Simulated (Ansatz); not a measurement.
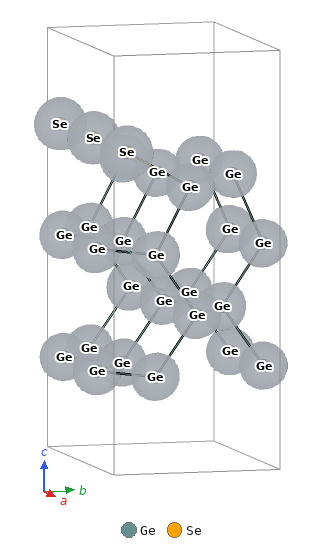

Ge₈Se (slab). Isosurface of the valence electron density at 0.8 e/Å³ (grey), seen slightly off an axis. Sticks mark near contacts.

Computed with Ansatz, DFT PBEsol, scalar-relativistic, plane waves, PAW.

The density is the valence pseudo-density of a PAW calculation; it isn't the true density close to the nuclei.

> Which contacts does the surface bridge?

At this value the density breaks into separate islands; it holds about 70 % of the electrons treated as valence (semicore included). It bridges none of the near contacts. It is pinched off along the sampled Ge–Ge (2.46 Å), Ge–Se (2.48 Å), Ge–Ge (2.52 Å) and Ge–Se (2.72 Å) contacts. On the grid the lowest density along these lines, outside the cores, is 0.47 e/Å³ (Ge–Ge, 2.46 Å), 0.48 e/Å³ (Ge–Se, 2.48 Å), 0.45 e/Å³ (Ge–Ge, 2.52 Å) and 0.32 e/Å³ (Ge–Se, 2.72 Å).

> Does the calculation make it a metal, or give it a gap?

It is metallic or semimetallic at this level of theory: no gap opens.
